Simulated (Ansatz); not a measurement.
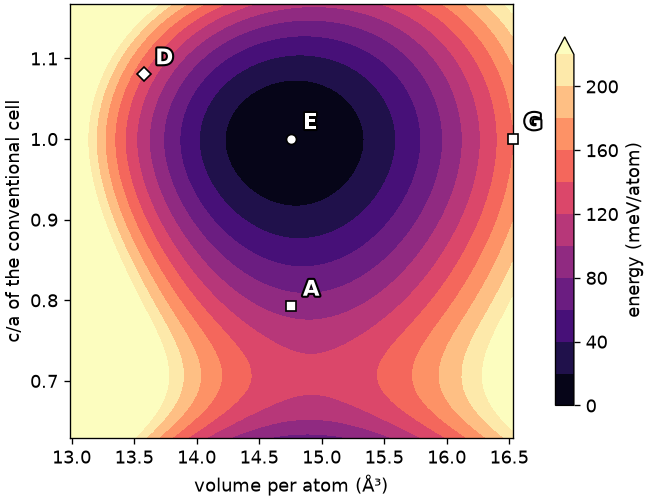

Pt (Fm-3m, No. 225; 1 atom in the cell). The energy is mapped over volume and the cell's shape. First axis: volume per atom. Second axis: c/a of the conventional cell. Nothing is relaxed (symmetry fixes all fractional coordinates). Grid: 7 × 9 points. Points are written as (first, second). Energies: meV/atom, counted from the lowest grid point. These are results of Ansatz, DFT LDA, scalar-relativistic, plane waves, PAW, not measurements. Settings: cutoff 420 eV, k-mesh 22×22×22, gaussian smearing 0.15 eV, no spin polarisation.

The picture shows filled contours, one colour for all values above the top of the scale, lettered points. Between grid points the surface is interpolated.

Is G the lowest point of the computed grid?

No. G lies 159 meV/atom above the lowest grid point, which is at (14.76 Å³, 1.000) [fcc].

What kind of point is each of D, E: minimum, saddle, maximum or slope?

D: on a slope; E: minimum. (In these two coordinates alone; a stationary point may lie a little off the grid point.)

Which space group has the cell at each letter?

A: I4/mmm; D: I4/mmm; E: Fm-3m; G: Fm-3m.

PAW datasets: the set soft_1.
